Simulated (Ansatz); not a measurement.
**Geometry relaxation of MnS (part 2 of 2)**

MnS (2 atoms in the cell); DFT PBEsol, scalar-relativistic, plane waves, PAW, spin-polarised (Ansatz 0.2.0); cutoff 420 eV, 14×14×14 k-mesh, Gaussian smearing of 0.1 eV, collinear spins. The structure derives from an entry of the Crystallography Open Database.

Geometry of the input (Å; fractional positions):
```
0.0000  2.6045  2.6045
2.6045  0.0000  2.6045
2.6045  2.6045  0.0000
Mn 0.0000  0.0000  0.0000
S  0.5000  0.5000  0.5000
```

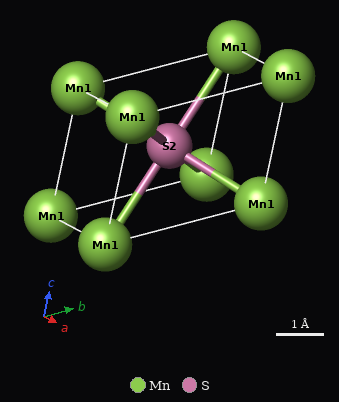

Fig. 1: The geometry at step 2 of the log (ball-and-stick view of the cell of the calculation, seen slightly off an axis; atoms are numbered from 1 in the order of the input).

What the program printed, continued:
```
SCF iter   1: F=—  HF=-4754.538022 eV  |F-HF|=—  |Δ(HF+E_count)|=         —  Δρ=1.68e-4 (↑8.36e-5 ↓1.68e-4)  dr2=9.78e-6  dr2_m=1.65e-6  M=4.108 μB ∫|m|=4.112 μB  β_m=0.65  ethr=3.86e-8  ⟨swp⟩=3.0  Hψ=27563  notcnv=0
preconditioner: auto → none  [metal: Δε(μ)=0.027 eV  Ē_g=10.252 eV  σ=0.100 eV  W_gap=0.15  n_scr=0 (ndim 8)  ℏωp=24.4 eV  f_vac=0.000  D(μ)=1.52/eV (n_scr^D=14)]
SCF iter   2: F=—  HF=-4754.538015 eV  |F-HF|=—  |Δ(HF+E_count)|=   6.05e-6  Δρ=7.37e-5 (↑7.37e-5 ↓5.70e-5)  dr2=2.22e-6  dr2_m=4.35e-7  M=4.108 μB ∫|m|=4.112 μB  β_m=0.48  ethr=3.86e-8  ⟨swp⟩=2.1  Hψ=4734  notcnv=0
SCF iter   3: F=—  HF=-4754.538018 eV  |F-HF|=—  |Δ(HF+E_count)|=   2.89e-6  Δρ=6.54e-5 (↑6.54e-5 ↓3.51e-5)  dr2=4.38e-7  dr2_m=5.24e-7  M=4.108 μB ∫|m|=4.111 μB  β_m=0.45  ethr=1.06e-8  ⟨swp⟩=2.0  Hψ=5764  notcnv=0
SCF iter   4: F=—  HF=-4754.538019 eV  |F-HF|=—  |Δ(HF+E_count)|=   9.88e-7  Δρ=3.60e-5 (↑3.60e-5 ↓3.45e-5)  dr2=8.52e-8  dr2_m=3.09e-7  M=4.108 μB ∫|m|=4.111 μB  β_m=0.73  ethr=2.09e-9  ⟨swp⟩=1.1  Hψ=3594  notcnv=0
SCF iter   5: F=—  HF=-4754.538022 eV  |F-HF|=—  |Δ(HF+E_count)|=   2.38e-6  Δρ=4.32e-5 (↑4.32e-5 ↓1.82e-5)  dr2=1.59e-7  dr2_m=2.42e-7  M=4.107 μB ∫|m|=4.110 μB  β_m=0.75  ethr=4.06e-10  ⟨swp⟩=2.2  Hψ=5893  notcnv=0
SCF iter   6: F=—  HF=-4754.538022 eV  |F-HF|=—  |Δ(HF+E_count)|=   1.44e-7  Δρ=9.33e-6 (↑6.27e-6 ↓9.33e-6)  dr2=7.94e-8  dr2_m=1.26e-9  M=4.106 μB ∫|m|=4.110 μB  β_m=0.76  ethr=4.06e-10  ⟨swp⟩=2.4  Hψ=5570  notcnv=0
SCF iter   7: F=—  HF=-4754.538022 eV  |F-HF|=—  |Δ(HF+E_count)|=   1.77e-7  Δρ=6.65e-7 (↑2.44e-7 ↓6.65e-7)  dr2=2.59e-10  dr2_m=1.48e-11  M=4.106 μB ∫|m|=4.110 μB  β_m=0.88  ethr=3.78e-10  ⟨swp⟩=2.4  Hψ=5694  notcnv=0
SCF iter   8: F=—  HF=-4754.538022 eV  |F-HF|=—  |Δ(HF+E_count)|=   1.21e-9  Δρ=1.02e-7 (↑1.02e-7 ↓3.85e-8)  dr2=3.86e-12  dr2_m=4.86e-13  M=4.106 μB ∫|m|=4.110 μB  β_m=0.94  ethr=1.23e-12  ⟨swp⟩=2.2  Hψ=5689  notcnv=0
SCF iter   9: F=-4754.538022 eV  HF=-4754.538022 eV  |F-HF|=9.09e-13  |Δ(HF+E_count)|=  9.09e-12  Δρ=9.69e-9 (↑6.76e-9 ↓9.69e-9)  dr2=8.74e-14  dr2_m=1.46e-15  M=4.106 μB ∫|m|=4.110 μB  ethr=1.00e-12  ⟨swp⟩=3.7  Hψ=12985  notcnv=0
SCF 4 converged in 9 iterations: F = -4754.538022 eV  dr2 = 8.74e-14
relax step   4: F+E_penalty+E_count = -4754.53802175 eV  Δ(F+E_penalty+E_count) = +1.032e-3 eV  max|allowed force component| = 1.841e-30 eV/Å  Δτ_max = 0.0000 Å  P = +0.037 GPa  Ω = 30.093 Å³  stress off target by 3.66e-2 GPa  SCF on the basis re-selected at this cell (its energy is not comparable with the rows above)  (9 SCF iters)
```

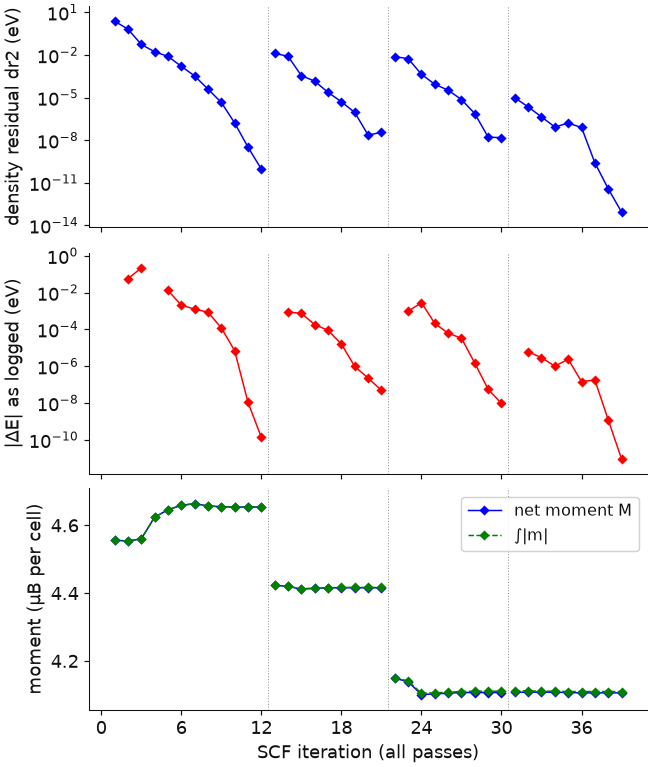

Fig. 2: Convergence of the self-consistent field: density residual dr2, size of the energy change and magnetic moment against the SCF iteration. The dotted lines part the SCF passes of the relaxation: geometry steps, rejected trials and re-solves on a re-selected basis. The passes take 12, 9, 9 and 9 iterations. The net moment goes from 4.6 to 4.1 μB per cell.

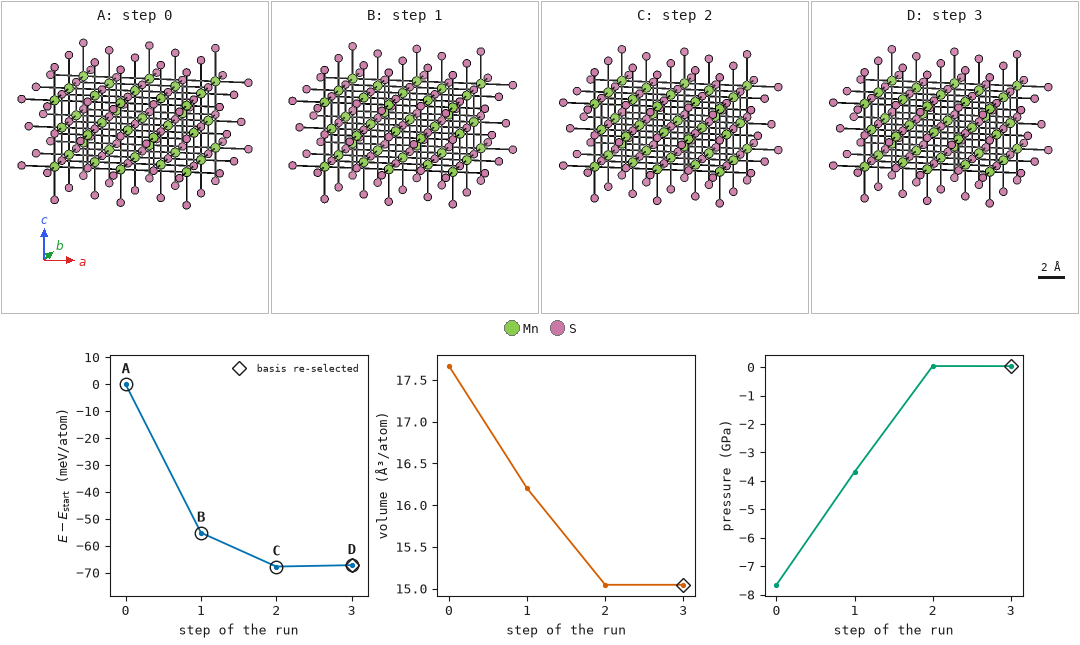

Fig. 3: Frames of the relaxation (ball-and-stick view of the cell 4 times as large as that of the calculation, set on its symmetry axes, repeated 2 × 2 × 1, with bonded neighbours outside it, seen slightly off an axis) above the curves, on which the letters mark them (the first geometry is step 0 here and step 1 in the log).

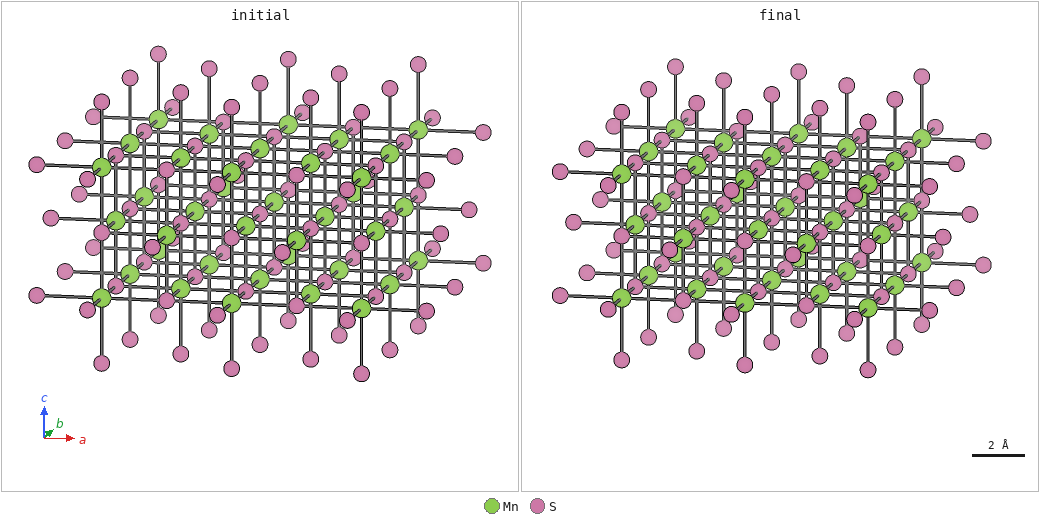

Fig. 4: Before (left) and after (right) the relaxation, at one scale (ball-and-stick view of the cell 4 times as large as that of the calculation, set on its symmetry axes, repeated 2 × 2 × 1, with bonded neighbours outside it, seen slightly off an axis). After 2 geometry steps the energy has fallen by 67.7 meV per atom. All forces vanish by symmetry, so only the cell relaxes. The pressure goes from −7.65 to 0.04 GPa. No atom moves by more than 0.005 Å relative to the cell. The drawn cell changes as follows: a = b = c 5.209 → 4.938 Å (−5.2 %); the volume changes by −14.8 %. Distances before and after: Mn1–S2 2.604 → 2.469 Å. The space group stays Fm-3m (No. 225). A last SCF at the same geometry on a re-selected plane-wave basis shifts the energy by +0.5 meV per atom. (Atoms are counted from 1 in the order of the input.)

```
basis re-selected at this cell: Δ(F+E_penalty+E_count) = +1.032e-3 eV, ΔP = -0.003 GPa vs the last step (what re-selecting the basis moved, of the pressure what is left beyond the Pulay correction that the steps carried, after the strain that the cell walked since its last selection, with what the two solves' SCF thresholds leave and, on support functions, any second-order correction that the steps lacked; it is no measure of the basis error at this ecutwfc). The dense FFT grid was sized anew with the basis: this SCF ran on 24×24×24 points, the steps before it on 25×25×25, so part of this shift can come from that change (see relax.cell in the input reference). This SCF's stress stands 3.66e-2 GPa from its target on what of the cell is left free (relax.cell.stress_tol is 5.00e-2 GPa) and its largest allowed force component is 1.84e-30 eV/Å (relax.f_tol is 5.00e-3 eV/Å): within both
SCF converged after 9 iterations
Magnetization: 4.1065 μB (12.5532 up, 8.4468 down)
Absolute magnetization: 4.1102 μB (∫|ρ↑−ρ↓|, with the PAW one-centre terms)
Spin contamination: 0.0459 ħ² per cell (⟨S²⟩ above its minimum at these occupations)
Per-site moments (μB) at R_I (Å): [(3.674108445924252, 1.0183641668370278), (0.09886168357065817, 1.0183641668370278)]
Free energy (F): -4754.538022 eV
Harris-Foulkes:  -4754.538022 eV  (|F-HF|=9.09e-13)
Internal energy: -4754.530420 eV  (E = F + TS)
E sigma→0 (E₀):  -4754.534221 eV
Entropy (-TS):   -0.007602 eV (-3.801 meV/atom)
Fermi energy:    12.736781 eV
--- Per-component energies (eV) ---
  E_band       = -250.152230
  E_kinetic    = 410.975225
  E_local      = -2294.164431  (includes V_loc(G=0)·N_el)
  E_nonlocal   = 279.799667
  E_hartree    = 947.713548
  E_xc         = -208.254813
  E_vxc        = -231.520956  (∫ρ·V_xc dr)
  E_paw        = -1859.869677  (= ΣΔE_a)
  E_vpaw       = -310.668839  (= ΣTr[D̂ρ^β])
  E_aug_tail   = -0.000008  (compensation charges beyond the density's cutoff)
  E_ewald      = -2030.961530
  E_core_change = 0.231600  (= ΣΔE_core)
  E_smearing   = -0.007602  (= −TS)
  E_closure    = 0.000000  (closes the sum)
  Σ components = -4754.538022   (vs F -4754.538022, Δ=0.00e0)
--- Forces (eV/Å), atoms counted from 1 ---
  atom   1  Mn     0.00000000     0.00000000    -0.00000000
  atom   2  S     -0.00000000     0.00000000     0.00000000
  max |Σ_I F_I| component: 2.89e-30 eV/Å
--- Stress (GPa, compression-positive) ---
        0.036582       0.000000      -0.000000
        0.000000       0.036582      -0.000000
       -0.000000      -0.000000       0.036582
  P = ⅓ Tr σ = 0.0366 GPa (0.366 kbar)
--- Band table (eV; the first three rows and the last of 208) ---
  k-point 0 ↑: bands = ["-68.5864", "-37.4663", "-37.4663", "-37.4663", "-3.0349", "9.3598", "9.3598", "9.3598", "9.4731", "9.4731", "10.6744", "10.6744", "10.6744", "15.7153", "21.5754", "21.5754", "21.5754"]
  k-point 1 ↑: bands = ["-68.5863", "-37.4673", "-37.4665", "-37.4665", "-2.9688", "9.1476", "9.1727", "9.1727", "9.4160", "9.4160", "10.5111", "10.9908", "10.9908", "16.0694", "21.0143", "21.5691", "21.5691"]
  k-point 2 ↑: bands = ["-68.5861", "-37.4700", "-37.4668", "-37.4668", "-2.7750", "8.4494", "8.6883", "8.6883", "9.5100", "9.5100", "10.3295", "11.5889", "11.5889", "16.7917", "20.2640", "21.3781", "21.3781"]
  k-point 103 ↓: bands = ["-64.5380", "-33.5084", "-33.5056", "-33.5008", "-0.6979", "6.8087", "7.3244", "7.8510", "13.1095", "13.6663", "13.6958", "14.0933", "14.1809", "18.7238", "20.5212", "21.2960", "21.5153"]
--- Relaxed structure (3 steps of the walk, 3 accepted, 1 SCFs on fresh bases) ---
  F+E_penalty+E_count = -4754.53802175 eV   max|allowed force component| = 1.841e-30 eV/Å   (the final SCF, on the basis selected at the relaxed cell)
  cell:  # Å, volume = 30.0931 Å³
    - [1.630519050526589e-33, 2.4687616165746133, 2.4687616165746133]
    - [2.468761616574614, -6.369215041119488e-34, 2.4687616165746133]
    - [2.468761616574614, 2.4687616165746133, 1.0445512667435962e-33]
  atoms:
    - { symbol: Mn, position: [1.577519887896332e-33, -1.380329901909286e-33, -1.3803299019092798e-33] }
    - { symbol: S, position: [0.49999999999999994, 0.49999999999999994, 0.49999999999999994] }
--- Löwdin populations: 2 sites ---
  site symbol       q [e]    m [muB]
     0     Mn     14.1762     3.9187
     1      S      6.6371     0.1661
  spilling = 0.008891 (of n_electrons = 21.000000)
```

Trajectory as extended XYZ (Å, eV, eV/Å), 4 frames, from step=1 to step=4:
```
2
Lattice="0.0000 2.6045 2.6045 2.6045 0.0000 2.6045 2.6045 2.6045 0.0000" Properties=species:S:1:pos:R:3:forces:R:3 step=1 energy=-4754.40365 pressure_GPa=-7.65
Mn    0.0000    0.0000    0.0000    0.0000   0.0000   0.0000
S     2.6045    2.6045    2.6045    0.0000   0.0000   0.0000
2
Lattice="0.0000 2.5304 2.5304 2.5304 0.0000 2.5304 2.5304 2.5304 0.0000" Properties=species:S:1:pos:R:3:forces:R:3 step=2 energy=-4754.51392 pressure_GPa=-3.68
Mn    0.0000    0.0000    0.0000    0.0000   0.0000   0.0000
S     2.5304    2.5304    2.5304    0.0000   0.0000   0.0000
2
Lattice="0.0000 2.4688 2.4688 2.4688 0.0000 2.4688 2.4688 2.4688 0.0000" Properties=species:S:1:pos:R:3:forces:R:3 step=3 energy=-4754.53905 pressure_GPa=0.04
Mn    0.0000    0.0000    0.0000    0.0000   0.0000   0.0000
S     2.4688    2.4688    2.4688    0.0000   0.0000   0.0000
2
Lattice="0.0000 2.4688 2.4688 2.4688 0.0000 2.4688 2.4688 2.4688 0.0000" Properties=species:S:1:pos:R:3:forces:R:3 step=4 energy=-4754.53802 pressure_GPa=0.04
Mn    0.0000    0.0000    0.0000    0.0000   0.0000   0.0000
S     2.4688    2.4688    2.4688    0.0000   0.0000   0.0000
```

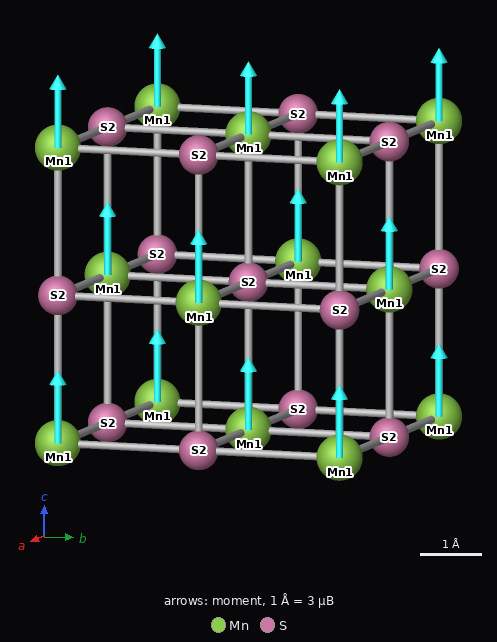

Fig. 5: Magnetic moments of the sites as teal arrows (ball-and-stick view of the cell 4 times as large as that of the calculation, set on its symmetry axes, seen slightly off an axis; atoms are numbered from 1 in the order of the input); small moments hardly show. The run is collinear, so the axis drawn is arbitrary. Site moments: Mn1 (3.67 μB); S2 (0.10 μB). They are counted near the atoms and needn't add up to the moment of the cell.

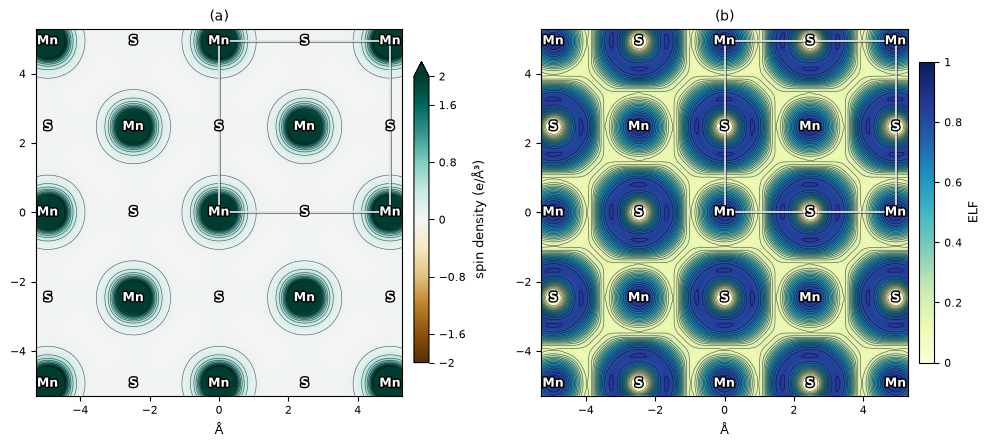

Fig. 6: (a) spin density (up minus down); (b) ELF on the (100) plane of the conventional cell. The plane passes through Mn and S nuclei. Mn–S (2.47 Å): the ELF is about 0.40 at the midpoint (no shared pair; the contact is polar). The strong features right at Mn lie inside the PAW spheres (semicore, d or f shells) and say nothing about bonding. The cell of the calculation (2 atoms) carries 4.1 μB net. The fields are those of the smooth PAW valence density.

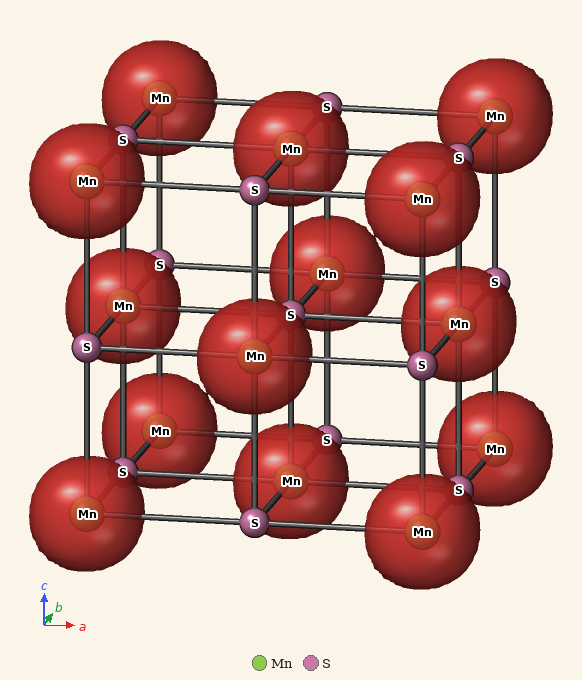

Fig. 7: Isosurfaces of the spin density (up minus down) at +0.3 (red) and −0.3 e/Å³ (blue), seen slightly off an axis. Sticks mark near contacts. The outline is the cell set on symmetry axes. The cell of the calculation (2 atoms) carries 4.1 μB net. Only one sign reaches the isovalue.
